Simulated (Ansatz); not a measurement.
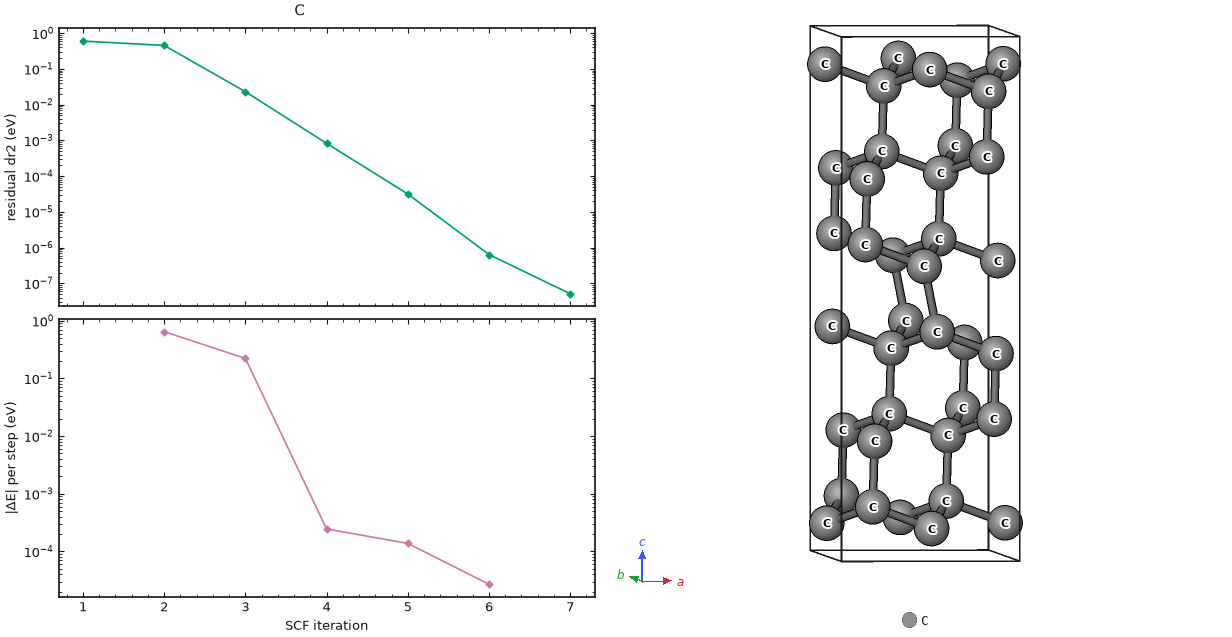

Beside the plot: the structure in its conventional cell.

The plot shows the SCF iterations of a calculation: density residual dr2, step-to-step change of the Harris–Foulkes energy. Energy differences below 3 × 10⁻⁶ eV aren't drawn. The starting density is a sum of atomic densities corrected by a trained network.

C (12 atoms in the cell, total charge +10), run with Ansatz.

```
crystal:
  lattice:
    - [1.7857375322, -1.7857375322, 0.0]
    - [1.7857375322, 0.0, -1.7857375322]
    - [10.4169213203, 5.505964533, 5.505964533]
  atoms:
    - { symbol: C, position: [0.4183631933, 0.4183631933, 0.2708666667] }
    - { symbol: C, position: [-0.09552014, -0.09552014, 0.1042] }
    - { symbol: C, position: [-0.0677534733, -0.0677534733, 0.4375333333] }
    - { symbol: C, position: [-0.0399868067, -0.0399868067, 0.7708666667] }
    - { symbol: C, position: [0.44612986, 0.44612986, 0.6042] }
    - { symbol: C, position: [-0.5261034733, -0.5261034733, 0.9375333333] }
    - { symbol: C, position: [0.3037756933, 0.3037756933, 0.3958666667] }
    - { symbol: C, position: [0.78989236, 0.78989236, 0.2292] }
    - { symbol: C, position: [-0.1823409733, -0.1823409733, 0.5625333333] }
    - { symbol: C, position: [-0.1545743067, -0.1545743067, 0.8958666667] }
    - { symbol: C, position: [-0.66845764, -0.66845764, 0.7292] }
    - { symbol: C, position: [0.2760090267, 0.2760090267, 0.0625333333] }
basis:
  ecutwfc: 420
kpoints:
  mp_grid: { grid: [10, 10, 2] }
hamiltonian:
  xc: pbe
scf:
  occupations: { method: gaussian, width: 0.05 }
  max_iter: 80
output:
  forces: true
  eigenvalues: true
  stress: true
total_charge: 10
```

Command:
```bash
ansatz run input.yaml --threads 2 --pin off --max-ram 5120MiB --backend cpu --events-out ev --progress --plain --runs-dir out
```

### Did the calculation converge?

The run converged; it took 7 iterations. The residual falls at every step.

### Is anything amiss with this input?

The input holds a fault (a charge that the system can't hold). The SCF closed all the same, which doesn't make the results meaningful for the real system.
